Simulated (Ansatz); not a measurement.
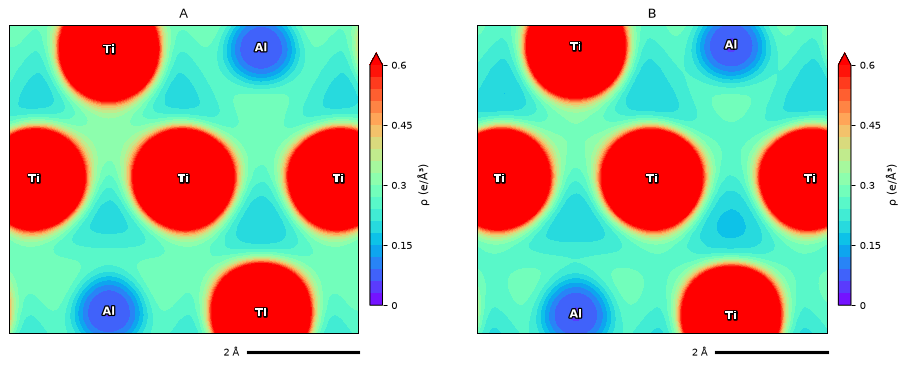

Ti$_{3}$Al. The valence pseudo-density of two cells that differ in size and shape, on the (001) plane of each (indices in the axes of the calculation cell), at one length scale and on one colour scale: B has 13.7 Å³ an atom and A 13.2.

Space group P6₃/mmc; a point of a scan over the structure, not its minimum; computed without spin polarisation; PAW files of the earlier set (soft_1).

Method: Ansatz, DFT LDA, scalar-relativistic, plane waves, PAW.

Question: What changes from the larger cell to the smaller?

Answer: From the larger cell to the smaller, Ti–Ti goes from 2.76 to 2.70 Å; Ti–Al goes from 2.81 to 2.75 Å, and the density at its midpoint from 0.23 to 0.24 e/Å³; the pressure goes from 23 to 31 GPa.
